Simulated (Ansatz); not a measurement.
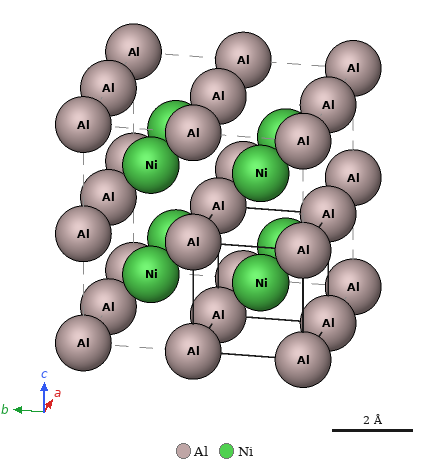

Spheres-only representation of a periodic structure, projected from a general direction. The picture spans 2×2×2 cells, one unit cell being drawn with solid lines.

The formula is AlNi. Strictly the space group is P4/mmm (No. 123, within 0.01 Å). It is a distorted form of a primitive cubic structure, space group Pm-3m (No. 221) within 0.25 Å: caesium chloride (CsCl, B2) type. One cell contains 1 Al, 1 Ni, 2 atoms in all.

Origin of the cell: a structure listed in the Materials Project. It was relaxed with DFT PBEsol, scalar-relativistic, plane waves, PAW (Ansatz) under a constraint or pressure on the cell, so some stress remains.
